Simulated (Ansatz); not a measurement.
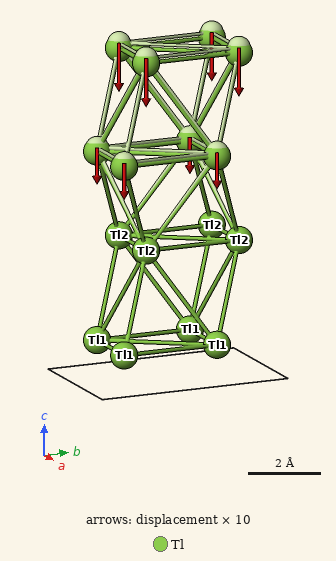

This is a constrained relaxation of a slab of composition Tl (cut from the P6_3/mmc phase). The starting structure is drawn faded, the final one solid; red arrows show the displacements, magnified 10 times.

Style: ball-and-stick. Shown: the 2 × 2 repeat of the cell, outlined in the plane, without the vacuum, slightly off an axis.

Case: clean slab, lower half held. The slab is the (0 0 1) face of Tl. 2 atoms are held fixed.

Computed with DFT PBEsol, scalar-relativistic, plane waves, PAW in Ansatz 0.2.0.

The input:
```yaml
crystal:
  lattice:
    - [3.5018736786, 0.0, 0.0]
    - [-1.7509368393, 3.0327115666, 0.0]
    - [0.0, 0.0, 25.0910024653]
  atoms:
    - { symbol: Tl, position: [0.6666666667, 0.3333333333, 0.3387668552] }
    - { symbol: Tl, position: [0.3333333333, 0.6666666667, 0.4462556184] }
    - { symbol: Tl, position: [0.6666666667, 0.3333333333, 0.5537443816] }
    - { symbol: Tl, position: [0.3333333333, 0.6666666667, 0.6612331448] }
basis:
  ecutwfc: 420
kpoints:
  mp_grid: { grid: [9, 9, 1] }
hamiltonian:
  xc: pbesol
scf:
  occupations: { method: gaussian, width: 0.1 }
output:
  forces: true
  eigenvalues: true
relax:
  adjacent_minimum: "off"
  f_tol: 0.03
  max_steps: 70
  constraints: [{ sites: [0, 1] }]
efield:
  axis: 3
  dipole_correction: true
```

Describe the change and its energy.

The energy falls by 11.1 meV per cell of the calculation in 2 geometry steps. The largest force component goes from 0.12 to 0.0028 eV/Å. Tl4 moves most: 0.14 Å along the normal (−c). The lattice vectors keep their values. Near-neighbour distances that change, for instance: Tl2–Tl3 3.371 → 3.288 Å, Tl3–Tl4 3.371 → 3.344 Å. The run took about 20 core-seconds on a shared host.
